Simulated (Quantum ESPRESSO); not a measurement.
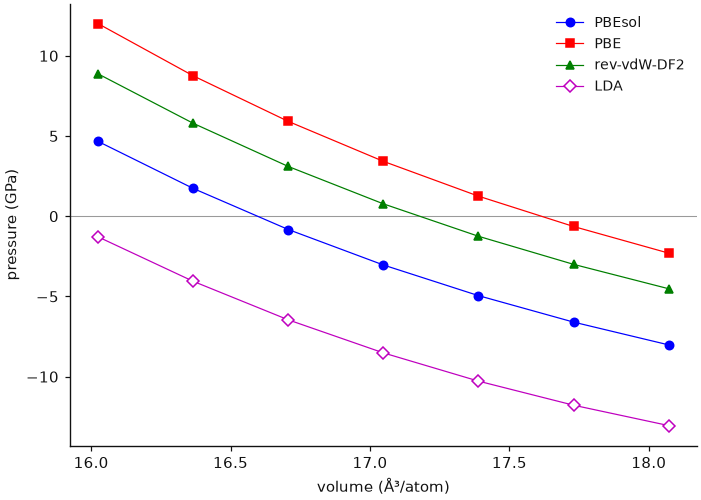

Calculation (Quantum ESPRESSO 7.5): plane-wave DFT, no spin polarisation; energies at scaled volumes of the given cell, shape and fractions fixed, counted from the fit's minimum, third-order Birch-Murnaghan fit. All runs: no spin polarisation.

- k mesh: 11×11×11
- occupations: Fermi–Dirac
- smearing width: 0.05 eV

Pressure against volume, with one curve for each functional, for Ag (space group Fm-3m).

Settings that differ: PBEsol: density cutoff 4460 eV, wave cutoff 1120 eV, potentials PseudoDojo-0.4.1-SR-PBEsol-standard; PBE: density cutoff 4900 eV, wave cutoff 612 eV, potentials GBRV-1.5-PBE; rev-vdW-DF2: density cutoff 4460 eV, wave cutoff 1120 eV, potentials PseudoDojo-0.4.1-SR-PBE-standard; LDA: density cutoff 4900 eV, wave cutoff 612 eV, potentials GBRV-1.5-LDA.

The fitted equilibrium volumes, smallest first, are LDA 16.026, PBEsol 16.618, rev-vdW-DF2 17.205, PBE 17.827 Å³/atom. The fitted bulk moduli, smallest first, are PBE 90.5, rev-vdW-DF2 102.3, PBEsol 120.4, LDA 141.4 GPa. For PBEsol, the pressure falls from 4.66 GPa at volume 16.03 Å³/atom to −8.02 GPa at 18.07 Å³/atom, and changes sign near 16.60 Å³/atom. For PBE, the pressure falls from 12.00 GPa at volume 16.03 Å³/atom to −2.30 GPa at 18.07 Å³/atom, and changes sign near 17.61 Å³/atom. For rev-vdW-DF2, the pressure falls from 8.87 GPa at volume 16.03 Å³/atom to −4.52 GPa at 18.07 Å³/atom, and changes sign near 17.18 Å³/atom.

Keep in mind: the fit and the printed pressures don't fully agree, or the minimum lies near the end of the range (LDA); potentials made for another functional (rev-vdW-DF2).
